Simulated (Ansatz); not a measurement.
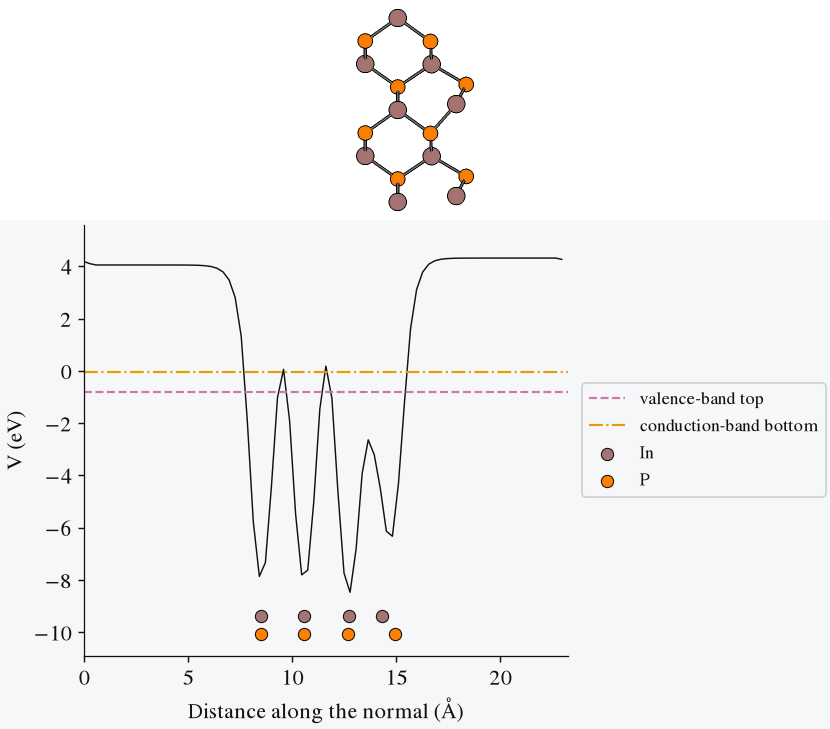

Plane-averaged electrostatic potential energy of an electron across the slab; circles at the bottom mark the heights of the atoms (positions after relaxation). The structure is drawn too.

Calculation on a (110) slab cut from InP (F-43m), ended by InP planes, 8 atoms in the cell; a = 4.16 Å, b = 5.88 Å, c = 23.23 Å, α = 90.00°, β = 90.00°, γ = 90.00°.

Method: DFT PBEsol, scalar-relativistic, plane waves, PAW, no spin polarisation, 7×5×1 k mesh, Gaussian smearing of 0.05 eV (Ansatz 0.2.0).

Q: What are the ionisation potential and the electron affinity of the slab?

A: From the vacuum level at the right face the ionisation potential is 5.12 eV and the electron affinity 4.37 eV; at the left face they are 4.85 and 4.11 eV. The slab's gap, their difference before rounding, is 0.75 eV.

Q: Do the two faces differ, and what does that say about the slab's dipole?

A: The vacuum levels differ by 0.26 eV, so the slab carries a dipole along its normal. Some atoms were held fixed in the relaxation, which can itself make the faces differ.

Q: How thick are slab and vacuum?

A: The outermost atoms are 6.4 Å apart, which leaves 16.8 Å of vacuum in a cell 23.2 Å high.
